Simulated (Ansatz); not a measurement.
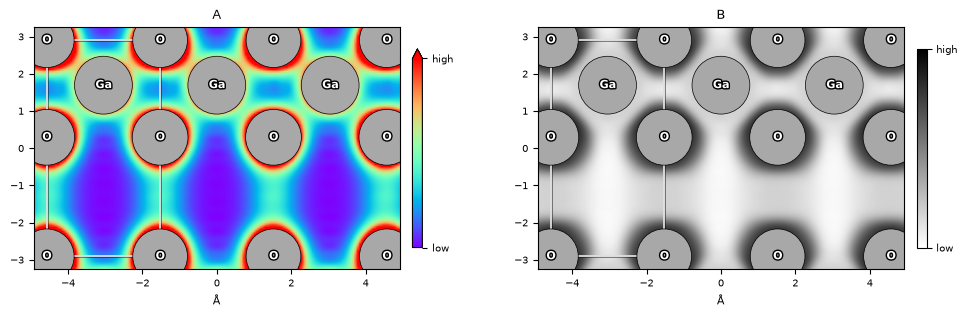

Ga₂O₃: 2 fields on the (100) plane of the conventional cell, with unlabelled colour scales. Grey discs cover the atomic cores.

Space group C2/m; PAW files of the earlier set (soft_1).

All numbers below come from DFT PBEsol, scalar-relativistic, plane waves, PAW (Ansatz 0.2.0).

### Which field does each panel show? The fields are: electron localisation function and valence pseudo-density.

Panel A: valence pseudo-density. Panel B: electron localisation function. From the grid: Ga–O (1.95 Å): ρ at the midpoint is about 0.66 e/Å³; the ELF peaks at about 0.80 in the valence shell of O, 0.6 Å from its nucleus, and is about 0.35 at the midpoint. Ga–O (2.08 Å): the density is about 0.49 e/Å³ at the midpoint; the ELF peaks at about 0.85 in the valence shell of O, 0.6 Å from its nucleus, and is about 0.30 at the midpoint: no localised pair shows between them.
